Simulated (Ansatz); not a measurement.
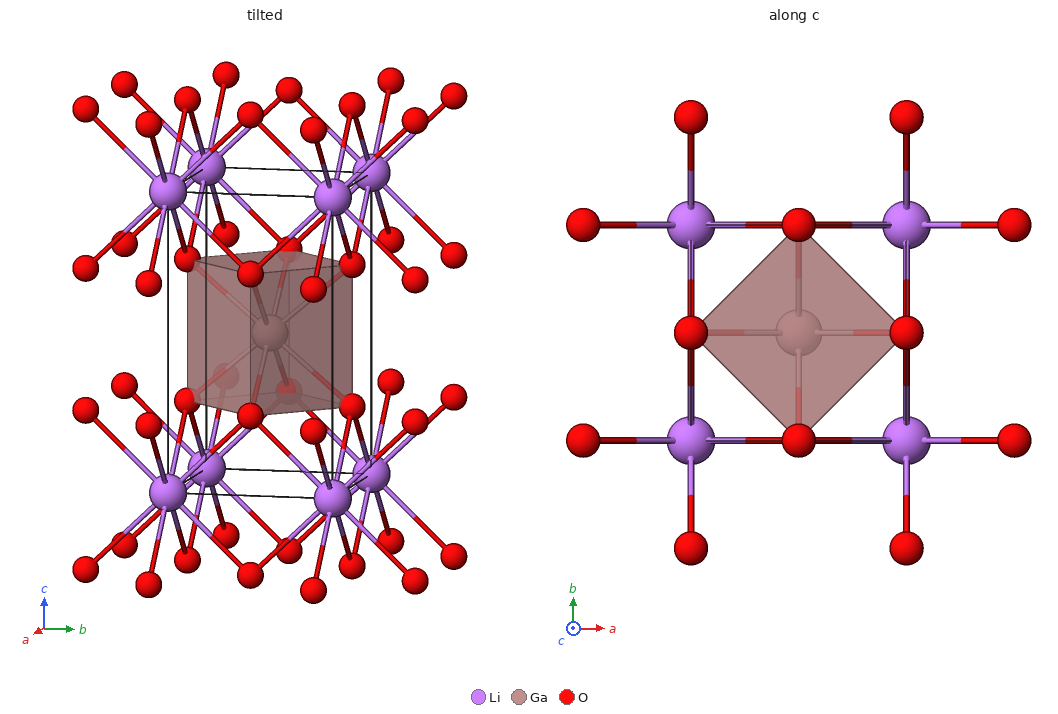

We look at a polyhedral model of the crystal slightly off an axis and along the c axis. The edges of the conventional unit cell are marked. A few atoms beyond the faces are included. Cell: a = 3.16 Å, b = 3.16 Å, c = 5.69 Å, α = 90.00°, β = 90.00°, γ = 90.00°.

The model was built from a structure type filled with these elements by a generator (whether the compound takes this form wasn't checked). Earlier steps of the study may have refined or changed the cell and positions. It was the input of a calculation with Ansatz.

Q: Give a description of the structure.

A: The structure is one of LiGaO₄. The structure has P4/mmm (No. 123) symmetry and a primitive tetragonal lattice. Atoms per cell: 6 (1 Li, 1 Ga, 4 O). The polyhedra are GaO8 cubes; they share edges. Li sits among eight O in a distorted cubic arrangement at about 2.2 Å. Each Ga has eight O in a distorted cubic arrangement at about 2.1 Å. Each O atom is coordinated by two Li and two Ga in a distorted tetrahedral arrangement (about 2.2 Å to Li, 2.1 Å to Ga). With all bonds counted the structure is a three-dimensional framework. Leaving out the bonds to Li, what remains is GaO4 layers parallel to (001).

Results below were computed with DFT PBE, scalar-relativistic, plane waves, PAW in Ansatz; the settings were a kinetic-energy cutoff of 420 eV, k-point mesh 12×12×8, Gaussian smearing of 0.1 eV, no spin polarisation.

Q: Predict the gap.

A: A metal: bands cross the Fermi level.

Q: State the Bader charges by element.

A: Li +0.91 e; Ga +1.91 e; O -0.70 e.

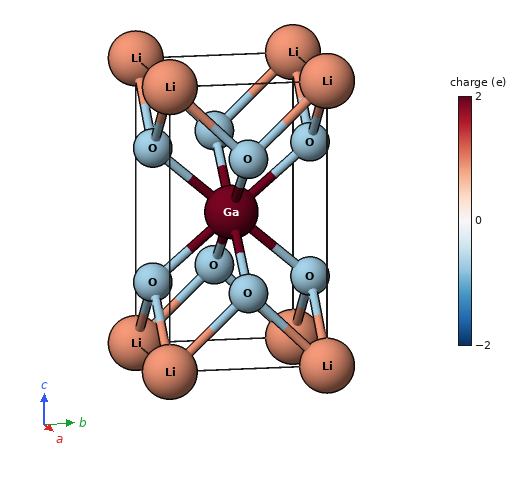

The atoms coloured by those charges. The run's cell of 6 atoms is drawn.

Q: Does this geometry sit at a stationary point of the energy?

A: Yes. All forces vanish to within 0.01 eV/Å. The pressure is 0.0 GPa, close to zero.
